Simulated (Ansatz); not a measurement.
## Electronic structure of TiAl in real space

```
CELL_PARAMETERS angstrom
3.04001 0.00000 0.00000
0.00000 3.04001 0.00000
0.00000 0.00000 3.51325
ATOMIC_POSITIONS crystal
Ti 0.00000 0.00000 0.00000
Al 0.50000 0.50000 0.50000
```

Space group P4/mmm; computed without spin polarisation.

Theory: DFT PBE, scalar-relativistic, plane waves, PAW (Ansatz).

In a PAW calculation such maps are meaningful between the atoms, not at the nuclei.

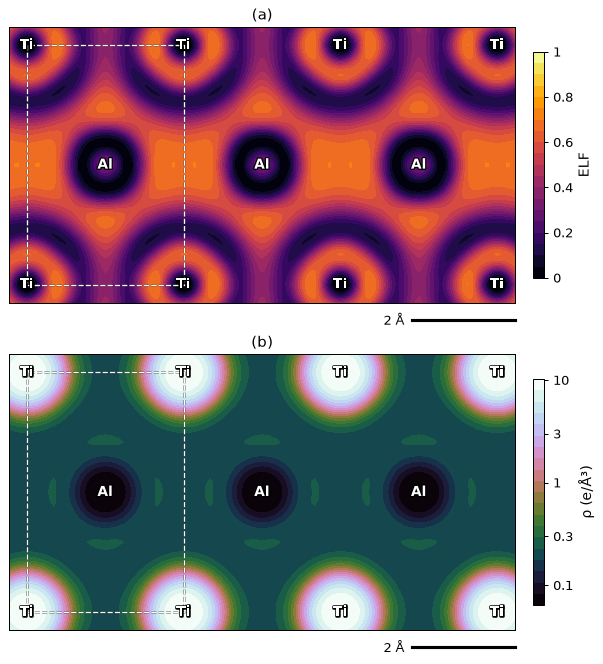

Figure 1. (a) electron localisation function; (b) valence pseudo-density on the (101) plane of the conventional cell.

Describe what can be read from this map.

Answer. The section cuts through Ti and Al sites.
Ti–Al (2.78 Å): ρ is about 0.2 e/Å³ halfway; the ELF is about 0.30 at the midpoint.
Ti–Ti (3.04 Å): ρ is about 0.2 e/Å³ halfway; the ELF is about 0.40 at the midpoint.
Between the atoms the lowest density in this plane is 0.19 e/Å³.
The features right at Ti lie inside the PAW spheres, where the map follows smoothed inner orbitals and isn't to be read closely.

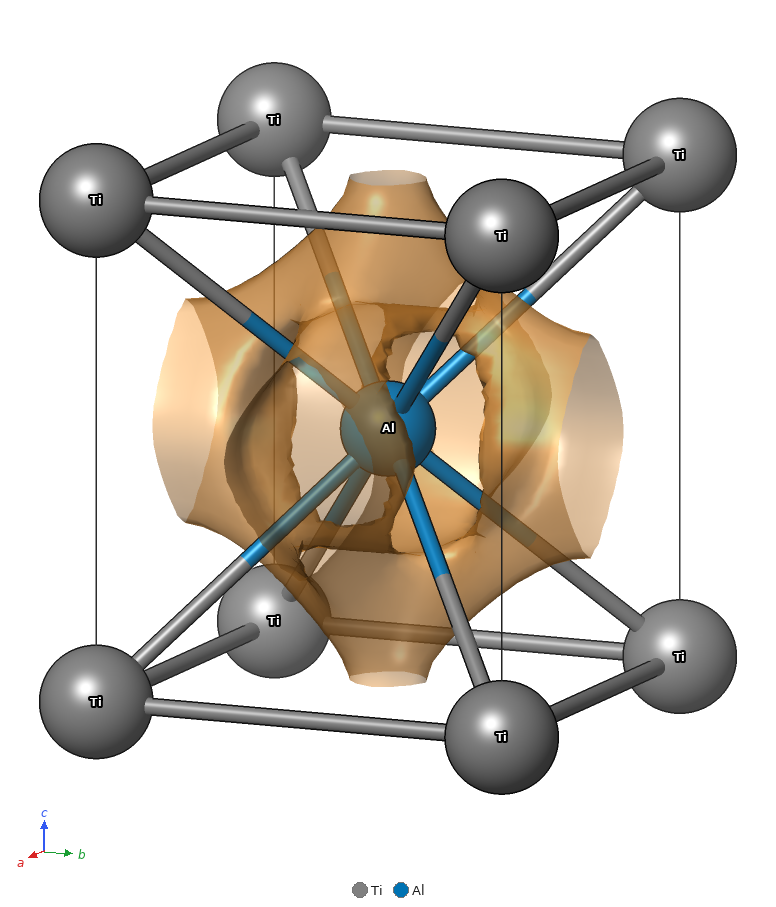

Figure 2. Isosurface of the electron localisation function at 0.6 (orange), seen slightly off an axis. Only the valence region is drawn (cores and ρ < 0.01 e/Å³ removed). Sticks mark near contacts.

What do the ELF domains correspond to?

Answer. At this value the surface marks out one network that runs through the whole crystal, counted in one cell of 2 atoms. Regions shared between cells count once.

Does the calculation make it a metal, or give it a gap?

Answer. It is gapless in this calculation (a metal or semimetal).
